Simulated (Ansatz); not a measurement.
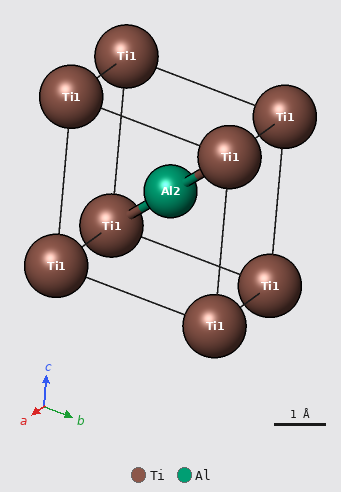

**Figure 1.** The input geometry of the first run (ball-and-stick view of the cell of the calculation, seen slightly off an axis; atoms are numbered from 1 in the order of the input). An atom can appear more than once, as a periodic image. Near neighbours in the periodic cell (some may lie outside the picture): Ti has 2 Al at 1.96 Å; Al has 2 Ti at 1.96 Å.

**TiAl: a changed input and its effect**

System: TiAl (R-3m, 2 atoms in the cell).
Method of the first run: DFT PBEsol, scalar-relativistic, plane waves, PAW, no spin polarisation (Ansatz 0.2.0).

The structure derives from a Materials Project entry. Text and figures count atoms from 1; the logs count them from 0 in places.

Input, the first run:
```yaml
crystal:
  lattice:
    - [3.2666375318, -0.5025596203, -0.5025596203]
    - [-0.5025596203, 3.2666375318, -0.5025596203]
    - [-0.5025596203, -0.5025596203, 3.2666375318]
  atoms:
    - { symbol: Ti, position: [0.0, 0.0, 0.0] }
    - { symbol: Al, position: [0.5, 0.5, 0.5] }
basis:
  ecutwfc: 420
kpoints:
  mp_grid: { grid: [16, 16, 16] }
hamiltonian:
  xc: pbesol
scf:
  occupations: { method: gaussian, width: 0.15 }
output:
  forces: true
  stress: true
  eigenvalues: true
```

Command:
```bash
ansatz run input.yaml --threads 1 --pin off --max-ram 2560MiB --backend cpu --events-out ev --progress --plain --runs-dir out
```

Hardware: 1 thread of AMD EPYC (Zen 5), 32 GiB of memory available, shared host.

Output, shortened to warnings, some set-up lines, iterations and results (the first run):
```
Basis set: ecut = 420 eV, 635 PW (Γ), exchange–correlation on 48×48×48 points (8 copies of the dense FFT grid, shifted against one another)
Symmetry: 12 space group operations
k-points: 417 of 4096
Initial density: superposition of atomic densities (neutral atoms: chi_scale 0, normalization atom), corrected by the library's trained network
[...]
SCF iter   1: F=—  HF=-2993.498024 eV  |F-HF|=—  |Δ(HF+E_count)|=         —  Δρ=1.17e-2  dr2=4.13e-2  ethr=1.77e-3  ⟨swp⟩=5.0  Hψ=27976  notcnv=0
SCF iter   2: F=—  HF=-2993.488558 eV  |F-HF|=—  |Δ(HF+E_count)|=   9.47e-3  Δρ=5.35e-3  dr2=7.55e-3  ethr=2.75e-4  ⟨swp⟩=2.0  Hψ=9420  notcnv=0  defer=10
SCF iter   3: F=—  HF=-2993.486414 eV  |F-HF|=—  |Δ(HF+E_count)|=   2.14e-3  Δρ=1.44e-3  dr2=1.06e-3  ethr=5.03e-5  ⟨swp⟩=2.1  Hψ=8138  notcnv=0  defer=10
SCF iter   4: F=—  HF=-2993.486184 eV  |F-HF|=—  |Δ(HF+E_count)|=   2.30e-4  Δρ=5.65e-4  dr2=6.45e-5  ethr=7.07e-6  ⟨swp⟩=2.1  Hψ=6048  notcnv=0  defer=10
SCF iter   5: F=—  HF=-2993.486178 eV  |F-HF|=—  |Δ(HF+E_count)|=   5.94e-6  Δρ=1.37e-4  dr2=4.33e-6  ethr=4.30e-7  ⟨swp⟩=2.4  Hψ=8332  notcnv=0  defer=10
SCF iter   6: F=—  HF=-2993.486177 eV  |F-HF|=—  |Δ(HF+E_count)|=   6.27e-7  Δρ=2.01e-5  dr2=1.32e-7  ethr=2.89e-8  ⟨swp⟩=2.8  Hψ=7875  notcnv=0  defer=10
SCF iter   7: F=-2993.486177 eV  HF=-2993.486177 eV  |F-HF|=1.49e-9  |Δ(HF+E_count)|=   2.03e-8  Δρ=3.43e-6  dr2=2.94e-9  ethr=6.67e-10  ⟨swp⟩=5.1  Hψ=21460  notcnv=0
SCF 1 converged in 7 iterations: F = -2993.486177 eV  dr2 = 2.94e-9
SCF converged after 7 iterations
Free energy (F): -2993.486177 eV
Harris-Foulkes:  -2993.486177 eV  (|F-HF|=1.49e-9)
Internal energy: -2993.454997 eV  (E = F + TS)
E sigma→0 (E₀):  -2993.470587 eV
Entropy (-TS):   -0.031180 eV (-15.590 meV/atom)
Fermi energy:    10.734770 eV
--- Per-component energies (eV) ---
  E_band       = -162.952987
  E_kinetic    = 306.625360
  E_local      = -1077.860975  (includes V_loc(G=0)·N_el)
  E_nonlocal   = 28.524567
  E_hartree    = 457.074572
  E_xc         = -137.844151
  E_vxc        = -152.768641  (∫ρ·V_xc dr)
  E_paw        = -1482.515425  (= ΣΔE_a)
  E_vpaw       = -181.621757  (= ΣTr[D̂ρ^β])
  E_aug_tail   = 0.000120  (compensation charges beyond the density's cutoff)
  E_ewald      = -1087.617589
  E_core_change = 0.158523  (= ΣΔE_core)
  E_smearing   = -0.031180  (= −TS)
  E_closure    = 0.000000  (closes the sum)
  Σ components = -2993.486177   (vs F -2993.486177, Δ=0.00e0)
--- Forces (eV/Å), atoms counted from 1 ---
  atom   1  Ti    -0.00000000     0.00000000     0.00000000
  atom   2  Al    -0.00000000     0.00000000     0.00000000
  max |Σ_I F_I| component: 4.27e-31 eV/Å
--- Stress (GPa, compression-positive) ---
       37.926212      63.959750      63.959750
       63.959750      37.926212      63.959750
       63.959750      63.959750      37.926212
  P = ⅓ Tr σ = 37.9262 GPa (379.262 kbar)
```

The input of the second run differs as follows (lines with − go, lines with + come):
```diff
-    - [3.2666375318, -0.5025596203, -0.5025596203]
-    - [-0.5025596203, 3.2666375318, -0.5025596203]
-    - [-0.5025596203, -0.5025596203, 3.2666375318]
+    - [3.2190510025, -0.3444740925, -0.3444740925]
+    - [-0.3444740925, 3.2190510025, -0.3444740925]
+    - [-0.3444740925, -0.3444740925, 3.2190510025]
```

How does the second run compare with the first run?

With the same functional and potentials, the second run lies 1661.4 meV per atom lower. The pressure goes from 37.93 to 15.05 GPa. The SCF takes 6 iterations against 7. The plane waves at Γ go from 635 to 653.

Output, shortened to warnings, some set-up lines, iterations and results (the second run):
```
Basis set: ecut = 420 eV, 653 PW (Γ), exchange–correlation on 48×48×48 points (8 copies of the dense FFT grid, shifted against one another)
Symmetry: 12 space group operations
k-points: 417 of 4096
Initial density: superposition of atomic densities (neutral atoms: chi_scale 0, normalization atom), corrected by the library's trained network
[...]
SCF iter   1: F=—  HF=-2996.817979 eV  |F-HF|=—  |Δ(HF+E_count)|=         —  Δρ=9.08e-3  dr2=2.63e-2  ethr=1.77e-3  ⟨swp⟩=5.0  Hψ=26977  notcnv=0
SCF iter   2: F=—  HF=-2996.812284 eV  |F-HF|=—  |Δ(HF+E_count)|=   5.69e-3  Δρ=5.05e-3  dr2=1.26e-2  ethr=1.76e-4  ⟨swp⟩=1.0  Hψ=8340  notcnv=0
SCF iter   3: F=—  HF=-2996.809012 eV  |F-HF|=—  |Δ(HF+E_count)|=   3.27e-3  Δρ=7.10e-4  dr2=1.18e-4  ethr=8.40e-5  ⟨swp⟩=2.2  Hψ=6056  notcnv=0  defer=2
SCF iter   4: F=—  HF=-2996.808997 eV  |F-HF|=—  |Δ(HF+E_count)|=   1.48e-5  Δρ=1.22e-4  dr2=2.07e-6  ethr=7.89e-7  ⟨swp⟩=2.6  Hψ=8241  notcnv=0  defer=2
SCF iter   5: F=—  HF=-2996.809011 eV  |F-HF|=—  |Δ(HF+E_count)|=   1.40e-5  Δρ=1.40e-5  dr2=2.75e-8  ethr=1.38e-8  ⟨swp⟩=2.6  Hψ=7535  notcnv=0  defer=2
SCF iter   6: F=-2996.809011 eV  HF=-2996.809011 eV  |F-HF|=3.58e-10  |Δ(HF+E_count)|=   1.72e-9  Δρ=1.28e-6  dr2=4.14e-10  ethr=1.83e-10  ⟨swp⟩=1.3  Hψ=15077  notcnv=0
SCF 1 converged in 6 iterations: F = -2996.809011 eV  dr2 = 4.14e-10
SCF converged after 6 iterations
Free energy (F): -2996.809011 eV
Harris-Foulkes:  -2996.809011 eV  (|F-HF|=3.58e-10)
Internal energy: -2996.781847 eV  (E = F + TS)
E sigma→0 (E₀):  -2996.795429 eV
Entropy (-TS):   -0.027165 eV (-13.582 meV/atom)
Fermi energy:    10.906692 eV
--- Per-component energies (eV) ---
  E_band       = -162.234163
  E_kinetic    = 301.064738
  E_local      = -1042.967169  (includes V_loc(G=0)·N_el)
  E_nonlocal   = 23.898623
  E_hartree    = 442.733900
  E_xc         = -137.215258
  E_vxc        = -152.042409  (∫ρ·V_xc dr)
  E_paw        = -1479.751850  (= ΣΔE_a)
  E_vpaw       = -177.655124  (= ΣTr[D̂ρ^β])
  E_aug_tail   = 0.000106  (compensation charges beyond the density's cutoff)
  E_ewald      = -1104.703459
  E_core_change = 0.158523  (= ΣΔE_core)
  E_smearing   = -0.027165  (= −TS)
  E_closure    = 0.000000  (closes the sum)
  Σ components = -2996.809011   (vs F -2996.809011, Δ=0.00e0)
--- Forces (eV/Å), atoms counted from 1 ---
  atom   1  Ti    -0.00000000    -0.00000000    -0.00000000
  atom   2  Al     0.00000000    -0.00000000     0.00000000
  max |Σ_I F_I| component: 4.60e-31 eV/Å
--- Stress (GPa, compression-positive) ---
       15.051252      36.125411      36.125411
       36.125411      15.051252      36.125411
       36.125411      36.125411      15.051252
  P = ⅓ Tr σ = 15.0513 GPa (150.513 kbar)
```

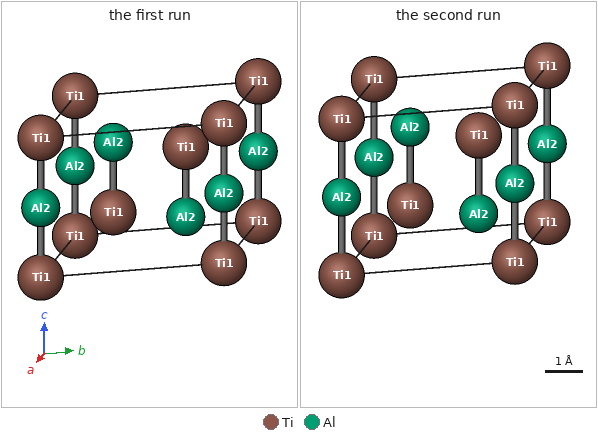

**Figure 2.** The two input geometries at one scale (ball-and-stick view of the cell 3 times as large as that of the calculation, set on its symmetry axes, seen slightly off an axis). The atoms keep their places relative to the cell (all moves are under 0.005 Å). The drawn cell changes at constant volume: a = b 5.330 → 5.040 Å (−5.5 %), c 3.917 → 4.382 Å (+11.9 %). Among the contacts that change: Ti1–Al2 1.959 → 2.191 Å.

The two runs side by side:

| quantity | the first run | the second run |
| --- | --- | --- |
| outcome | converged | converged |
| free energy per atom (eV) | −1496.7431 | −1498.4045 |
| energy per atom, smearing taken to zero (eV) | −1496.7353 | −1498.3977 |
| gap on the mesh (eV) | 0.00 | 0.00 |
| pressure (GPa) | 37.93 | 15.05 |
| largest force (eV/Å) | 0.000 | 0.000 |
| SCF iterations | 7 | 6 |
| irreducible k-points | 417 | 417 |
| plane waves at Γ | 635 | 653 |
| wall time (shared host) | 3 s | 3.7 s |

For the first run: The cell is under a pressure of 38 GPa at this level, so it is not at its equilibrium volume. For the second run: The cell is under a pressure of 15.1 GPa at this level, so it is not at its equilibrium volume.
